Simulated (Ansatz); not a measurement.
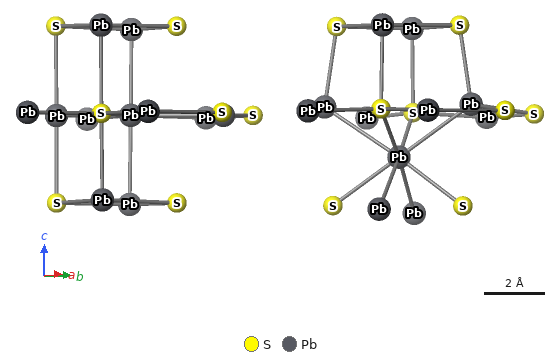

Two geometries of a defect cell of composition S$_{32}$Pb$_{33}$ (cell charge +3), drawn at one scale. One is the start of a relaxation, the other its converged end. The picture is a ball-and-stick view of the atoms within 5.0 Å of the atom that moves most (axes of the cell of the calculation (origin shifted)), seen from a free direction.

Theory: DFT, PBEsol, PAW, plane waves in Ansatz. (plane-wave cutoff 420 eV; k-point mesh 1 × 1 × 1; mesh shifted by (0.25, 0.25, 0.25); collinear spin; atoms relaxed in a fixed cell; force threshold 0.03 eV/Å; at most 80 steps)

Which geometry has the lower energy?

Answer. The right one is the relaxed one. The atom that moves furthest is a Pb atom (1.46 Å roughly along [−1 −1 −3]). Largest moves by element: Pb 1.46 Å, S 0.24 Å. The cell stays as it was. Near-neighbour distances that change, for instance: Pb–S 3.892 → 2.794 Å, Pb–S 3.411 → 2.689 Å, Pb–S 2.122 → 2.760 Å, Pb–S 3.353 → 2.760 Å. New bonds form, among them: Pb–S (3.35 → 2.76 Å), Pb–S (3.41 → 2.69 Å), Pb–S (3.89 → 2.79 Å). Bond angles that change, for instance: Pb–Pb–Pb 178.1° → 111.2°, S–Pb–S 153.5° → 101.4°, S–Pb–S 152.1° → 111.0°. After 10 geometry steps the energy has fallen by 9.706 eV per cell of the calculation. The largest force component goes from 7.9 to 0.023 eV/Å. The program noted that the starting moments weren't kept.

Limits of the set-up: the cell is charged, on a uniform background, and energies carry no finite-size correction.
